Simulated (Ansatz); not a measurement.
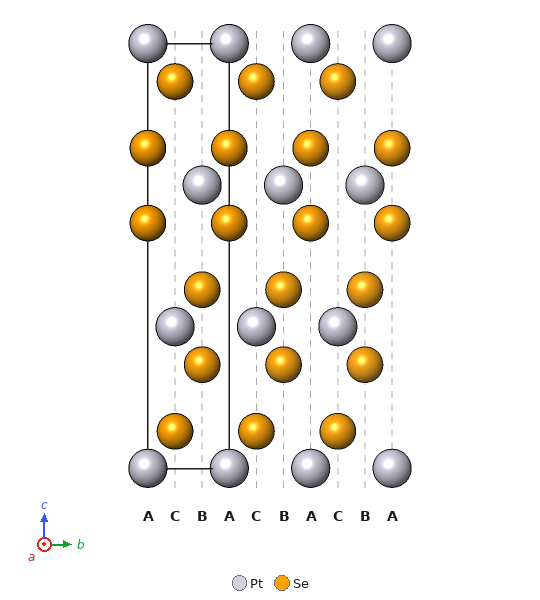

The picture looks along a close-packed row of the hexagonal mesh; c points upwards. The dashed lines mark the three columns A (0, 0), B (1/3, 2/3) and C (2/3, 1/3). The sequence starts with the first layer at or above the cell's origin.

System PtSe₂; source of the atomic positions: the input geometry of an electronic-structure calculation (not necessarily at equilibrium); the starting structure was generated, so it need not be a known form of this composition.

Give the sequence of layers in one repeat, with element and column.

Answer. Pt(A) – Se(C) – Se(B) – Pt(C) – Se(B) – Se(A) – Pt(B) – Se(A) – Se(C) (nine layers in 16.45 Å).

How are the Se layers alone stacked?

Answer. Se layers alone: CBBAAC, a sequence in which some neighbouring layers lie directly above each other.

Which positions between or in the Se layers do the other atoms fill?

Answer. Pt: three trigonal-prismatic sites (per hexagonal cell). Three of the six gaps between Se layers are empty, 2.58 Å wide.

What short polytype symbol fits?

Answer. Polytype symbol 3R, the symbol of a layered MX2 polytype (number of slabs in the repeat and lattice).

Heights of the layers:

```
layer  atoms (column)  height (Å)  to next (Å)
    1           Pt(A)        0.01         1.43
    2           Se(C)        1.45         2.58
    3           Se(B)        4.03         1.47
    4           Pt(C)        5.50         1.43
    5           Se(B)        6.93         2.58
    6           Se(A)        9.51         1.47
    7           Pt(B)       10.98         1.43
    8           Se(A)       12.42         2.58
    9           Se(C)       14.99         1.47
```
